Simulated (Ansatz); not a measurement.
Here is a crystal structure:

```
CELL_PARAMETERS angstrom
3.56668 0.00000 0.00000
0.00000 3.56668 0.00000
0.00000 0.00000 3.56668
ATOMIC_POSITIONS crystal
Al 0.00000 0.00000 0.00000
Ni 0.00000 0.50000 0.50000
Ni 0.50000 0.00000 0.50000
Ni 0.50000 0.50000 0.00000
```

Describe what this structure looks like.

The stoichiometry is AlNi$_{3}$. Its lattice is primitive cubic, its space group Pm-3m (No. 221). Among the common structure types it is Cu₃Au (L1₂) type. Cell content 1 Al, 3 Ni; Z = 1. The coordination shell of Al holds twelve Ni in a cuboctahedral arrangement at 2.52 Å. The Ni atoms are each bonded to eight Ni and four Al in a cuboctahedral arrangement (2.52 Å to Ni, 2.52 Å to Al). The bonds build a three-dimensional framework.

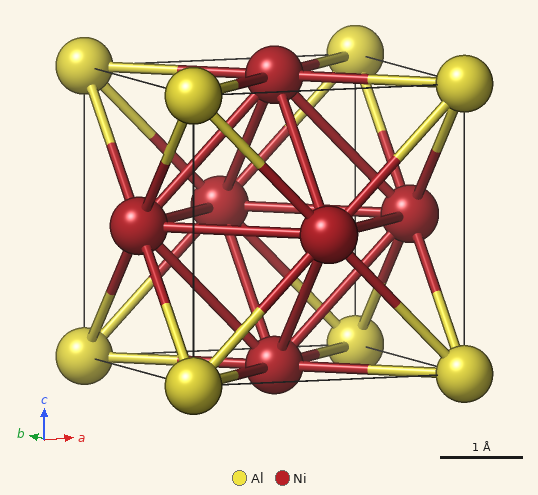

The image is a ball-and-stick drawing of a crystal, viewed slightly off an axis. The parallelepiped is the conventional unit cell.

The cell started as a structure listed in the Materials Project, with elements exchanged, so it need not be a known form of the compound. It is drawn as it came out of a relaxation with DFT PBE, scalar-relativistic, plane waves, PAW in Ansatz 0.2.0.
